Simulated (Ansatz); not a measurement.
**W: single-point calculation**

System: W (I4/mmm, 1 atom in the cell).
Method: DFT, PBE, plane waves, PAW, no spin polarisation (Ansatz 0.2.0).

The structure derives from an entry of the Crystallography Open Database. Some settings of this run were made unusual or wrong on purpose.

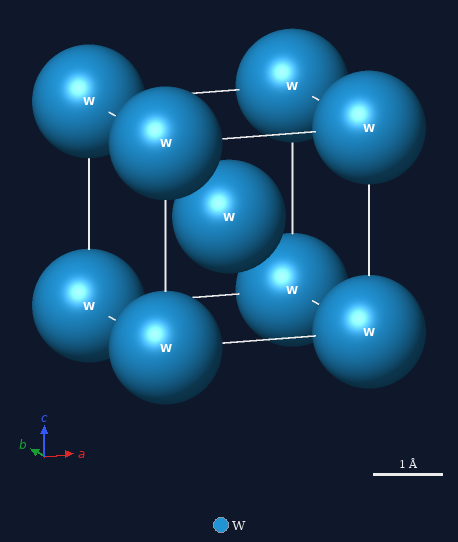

Figure 1. The structure (spheres-only view of the cell 2 times as large as that of the calculation, set on its symmetry axes, seen slightly off an axis).

The input:
```yaml
crystal:
  lattice:
    - [-1.5973, 1.5973, 1.533408]
    - [1.5973, -1.5973, 1.533408]
    - [1.5973, 1.5973, -1.533408]
  atoms:
    - { symbol: W, position: [0.0, 0.0, 0.0] }
basis:
  ecutwfc: 420
kpoints:
  mp_grid: { grid: [20, 20, 20] }
hamiltonian:
  xc: pbe
scf:
  occupations: { method: fixed }
  max_iter: 75
output:
  forces: true
  eigenvalues: true
  stress: true
```

Hardware: 1 thread of Arm Neoverse V2, 24 GiB of memory available, shared host.

Launched with:
```bash
ansatz run input.yaml --threads 1 --pin off --max-ram 2560MiB --backend cpu --events-out ev --progress --plain --runs-dir out
```

What the program printed:
```
Engine: ansatz 0.2.0, aarch64-unknown-linux-gnu
Pseudopotentials: kind: paw
Pseudopotential: W, paw, valence charge 14, recommended cutoff 420 eV (normal), W.paw.azcp
Functional definition: PBE
  parameter kappa = 0.804
  parameter beta = 0.06672455060314922
  exchange = pbe_x(kappa = kappa, mu = beta*pi^2/3)
  correlation = pbe_c(beta = beta)
Crystal: 1 atoms, lattice volume = 15.649 Å³
Basis set: ecut = 420 eV, 321 PW (Γ), exchange–correlation on 40×40×40 points (8 copies of the dense FFT grid, shifted against one another)
Bands: 11, of which v1, the nominal top of the filled ones, is band 7 counted from 1 (6 counted from 0)
Symmetry: 16 space group operations
Space group: I4/mmm (ITA 139), of the structure as read, at distance tolerance 2.5e-5 Å
k-points: 641 of 8000
Non-local potential: W, projectors of the file, l = 0: 3, l = 1: 2, l = 2: 2, l = 3: 1
PAW form: soft (Blöchl's): semilocal exchange-correlation on the pseudo side does not see the compensation charge
PAW one-centre angular grid: W, 590 points (default); XC on 64 Gauss nodes
Initial density: superposition of atomic densities (neutral atoms: chi_scale 0, normalization atom), corrected by the library's trained network
Initial wavefunctions: pseudopotential atomic-orbital guess
Functional: x = pbe(κ = 0.804, μ = 0.2195149727645171), c = pbe(β = 0.06672455060314922)
SCF iter   1: F=—  HF=-10384.562024 eV  |F-HF|=—  |Δ(HF+E_count)|=         —  Δρ=4.27e-3  dr2=1.44e-3  ethr=1.77e-3  ⟨swp⟩=4.0  Hψ=35127  notcnv=0  defer=1235
preconditioner: auto → none  [insulator: Δε(μ)=0.000 eV  Ē_g=11.090 eV  n_scr=0 (ndim 8)  ℏωp=23.0 eV  f_vac=0.000  ε∞_Penn≈5.3]
SCF iter   2: F=—  HF=-10384.561298 eV  |F-HF|=—  |Δ(HF+E_count)|=   7.27e-4  Δρ=1.83e-3  dr2=2.04e-4  ethr=1.03e-5  ⟨swp⟩=2.1  Hψ=14155  notcnv=0  defer=1282
SCF iter   3: F=—  HF=-10384.561279 eV  |F-HF|=—  |Δ(HF+E_count)|=   1.83e-5  Δρ=2.85e-4  dr2=7.34e-6  ethr=1.46e-6  ⟨swp⟩=1.9  Hψ=9775  notcnv=0  defer=1150
SCF iter   4: F=—  HF=-10384.561277 eV  |F-HF|=—  |Δ(HF+E_count)|=   2.00e-6  Δρ=4.81e-5  dr2=9.85e-8  ethr=5.24e-8  ⟨swp⟩=2.0  Hψ=8782  notcnv=0  defer=61
iter 5 did not close the SCF: its close was put off for the readings that it lacked (scf_convergence_deferred on its scf_iter line)
SCF iter   5: F=-10384.561277 eV  HF=-10384.561277 eV  |F-HF|=2.50e-9  |Δ(HF+E_count)|=   6.41e-8  Δρ=1.08e-5  dr2=4.47e-9  ethr=7.04e-10  ⟨swp⟩=2.0  Hψ=8583  notcnv=0  defer=63
SCF iter   6: F=-10384.561277 eV  HF=-10384.561277 eV  |F-HF|=1.82e-11  |Δ(HF+E_count)|=  8.88e-10  Δρ=3.80e-7  dr2=1.17e-11  ethr=3.19e-11  ⟨swp⟩=3.7  Hψ=31877  notcnv=0
WARN: a fill by count may have filled part of one level: at k-index 636 the highest filled band, 27.008745 eV, and the lowest empty band, 27.008745 eV, stand 3.553e-15 eV apart, within the solve's uncertainty, 3.162e-4 eV. If they are one level, whatever splits it, however little, can move the result. A smearing (`scf.occupations.method` with a `width`) well over the split that the run's distortions make, where the deck can take one, can fill the level evenly. On an open shell (a free atom, a radical) an even fill, a smearing's or one that the run's symmetry operations hold, can lie tenths of an eV above a state that splits the level, and an energy difference taken against it is then off by as much. To look for that state on an open shell, re-run with `crystal.symmetry.detect: false`, without `crystal.symmetry.time_reversal: true` (on a non-collinear deck from a starting moment too), where the deck allows it, and compare the energies; that run can end on one of several states, or fail to converge. If the gap is true, a tighter SCF threshold (`scf.convergence.dr2_threshold`, or `saddle.dr2_threshold`, `phonons.dr2_threshold` by `fd` or `hamiltonian.hubbard.lr.dr2_threshold` where that key governs the SCF) lowers that uncertainty; where it stays it is the eigensolver's: a larger `scf.n_extra_bands` or, on support functions, `scf.eigensolver.kind: davidson` lowers it. See `scf.occupations.method`, Limitations, in the input reference
SCF 1 converged in 6 iterations: F = -10384.561277 eV  dr2 = 1.17e-11
  greatest PAW one-centre occupation: 1.000 electrons in one spin orbital (limit 2), on the W atom at site 0 (counted from 0), in its partial waves of l = 0
SCF converged after 6 iterations
Free energy (F): -10384.561277 eV
Harris-Foulkes:  -10384.561277 eV  (|F-HF|=1.82e-11)
Internal energy: -10384.561277 eV  (E = F + TS)
E sigma→0 (E₀):  -10384.561277 eV
Fermi energy:    28.124244 eV
--- Per-component energies (eV) ---
  E_band       = -76.927982
  E_kinetic    = 451.271297
  E_local      = -589.183082  (includes V_loc(G=0)·N_el)
  E_nonlocal   = 0.247881
  E_hartree    = 212.555717
  E_xc         = -267.406027
  E_vxc        = -239.390221  (∫ρ·V_xc dr)
  E_paw        = -8562.508139  (= ΣΔE_a)
  E_vpaw       = -124.985148  (= ΣTr[D̂ρ^β])
  E_aug_tail   = -0.000059  (compensation charges beyond the density's cutoff)
  E_ewald      = -1629.538867
  E_smearing   = -0.000000  (= −TS)
  E_closure    = 0.000000  (closes the sum)
  Σ components = -10384.561277   (vs F -10384.561277, Δ=0.00e0)
--- Forces (eV/Å), atoms counted from 1 ---
  atom   1  W     -0.00000000     0.00000000     0.00000000
  max |Σ_I F_I| component: 9.86e-32 eV/Å
--- Stress (GPa, compression-positive) ---
       10.452674       0.000000      -0.000000
        0.000000      10.452674       0.000000
        0.000000       0.000000      22.846057
  P = ⅓ Tr σ = 14.5838 GPa (145.838 kbar)
--- Band table (eV; the first three rows and the last of 641) ---
  k-point 0: bands = ["-51.1696", "-14.7480", "-14.7480", "-14.7466", "13.2521", "21.3231", "21.8782", "21.8782", "24.8097", "25.5885", "37.2454"]
  k-point 1: bands = ["-51.1663", "-14.7838", "-14.7569", "-14.7475", "13.3723", "21.3182", "21.8101", "21.9947", "24.6914", "25.5766", "37.3528"]
  k-point 2: bands = ["-51.1565", "-14.8870", "-14.7867", "-14.7461", "13.7214", "21.2872", "21.6185", "22.3410", "24.4150", "25.5476", "37.6332"]
  k-point 640: bands = ["-50.9221", "-15.7209", "-15.7209", "-15.6132", "16.9508", "17.0564", "28.1242", "28.1242", "28.3155", "30.9344", "30.9344"]
```

Outcome:

```csv
quantity,value
outcome,converged
space group (tolerance 0.01 Å),I4/mmm (139)
electrons treated,14
free energy,−10384.5613 eV
Fermi energy,28.124 eV
gap on the k-point mesh,none (metallic)
pressure,14.58 GPa
largest force (length of the vector),under 0.001 eV/Å
wall time,5.5 s
peak memory,0.37 GiB
```

This input holds a deliberate fault: fixed occupations whatever the gap (`scf.occupations`). Fixed occupations are valid only where a gap stays open. The run converged all the same; its numbers are those of the faulty input and shouldn't be used. Notes on the run: filled and empty bands overlap.
